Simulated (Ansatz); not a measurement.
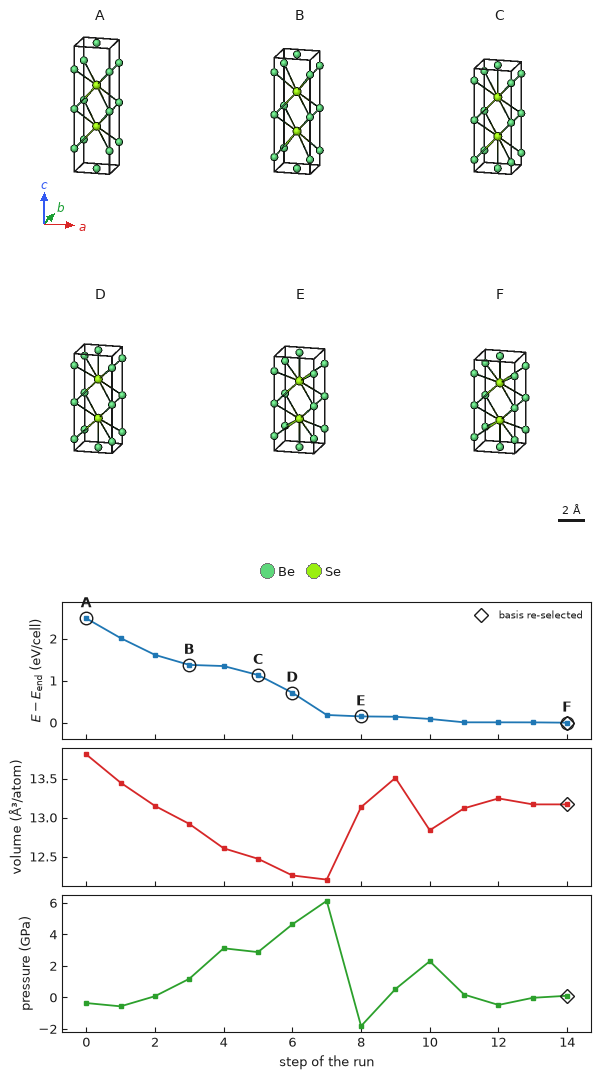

Frames of a relaxation of crystalline Be2Se (a generated structure, set up in P4/mmm) (coarse preliminary run), marked on the history of the run. A ball-and-stick model of the cell of the calculation, seen slightly off an axis.

Computed with DFT PBE, scalar-relativistic, plane waves, PAW (Ansatz).

The input:
```yaml
crystal:
  lattice:
    - [2.85477486, 0.0, 0.0]
    - [0.0, 2.85477486, 0.0]
    - [0.0, 0.0, 10.16619611]
  atoms:
    - { symbol: Be, position: [0.0, 0.0, 0.81517702] }
    - { symbol: Be, position: [0.0, 0.0, 0.18482298] }
    - { symbol: Be, position: [0.0, 0.0, 0.5] }
    - { symbol: Be, position: [0.5, 0.5, 0.0] }
    - { symbol: Se, position: [0.5, 0.5, 0.33637327] }
    - { symbol: Se, position: [0.5, 0.5, 0.66362673] }
basis:
  ecutwfc: 420
kpoints:
  mp_grid: { grid: [6, 6, 2] }
hamiltonian:
  xc: pbe
scf:
  occupations: { method: gaussian, width: 0.1 }
  lower_state_search: "off"
output:
  forces: true
  stress: true
  eigenvalues: true
relax:
  adjacent_minimum: "off"
  f_tol: 0.04
  max_steps: 70
  cell: { stress_tol: 0.4 }
```

Launched with:
```bash
ansatz run input.yaml --threads 1 --pin off --max-ram 2560MiB --backend cpu --events-out ev --progress --plain --runs-dir out
```

### What happens along the run?

The largest moves relative to the cell, 0.31 Å, are those of Se5 and Se6. Se6 goes along +c. By element the largest moves are Se 0.31 Å, Be 0.26 Å. The volume changes by −4.6 %, with a = b 2.855 → 3.276 Å (+14.8 %), c 10.166 → 7.362 Å (−27.6 %). Some distances before and after: Be4–Se5 3.420 → 2.168 Å, Se5–Se5 2.855 → 3.276 Å, Be3–Se5 2.616 → 2.767 Å, Be1–Se6 2.539 → 2.550 Å. New bonds form: Be4–Se5 (3.42 → 2.17 Å), Be4–Se6 (3.42 → 2.17 Å). Among the angles between lasting bonds that change: Se5–Be2–Se5 105.3° → 130.6°, Be2–Se5–Be2 105.3° → 130.6°, Se5–Be2–Se5 68.4° → 79.9°. The space group stays P4/mmm (No. 123). After 13 accepted moves (14 points after the start) the energy has fallen by 2.485 eV per cell of the calculation. The largest force component goes from 0.91 to 0.0056 eV/Å. Pressure: −0.35 GPa at the start and 0.11 GPa at the end. At 1 point the geometry stayed and the basis and grid were re-selected for the new cell (energy shift of 7.4 meV per cell of the calculation at most each time). The run took 30 s on 1 thread of AMD EPYC 7R43 64-Core Processor (Zen 3), with other jobs on the host, peak memory 0.42 GiB. From step 0 to 3: Be atoms move most (0.52 Å), volume −6.4 %, energy −1.109 eV per cell of the calculation. From step 3 to 5: Se atoms move most (0.13 Å), volume −3.5 %, energy −0.241 eV per cell of the calculation. From step 5 to 6: Se atoms move most (0.09 Å), volume −1.7 %, energy −0.423 eV per cell of the calculation. From step 6 to 8: Be atoms move most (0.28 Å), volume +7.1 %, energy −0.564 eV per cell of the calculation. From step 8 to 14: Be atoms move most (0.05 Å), volume +0.3 %, energy −0.149 eV per cell of the calculation.
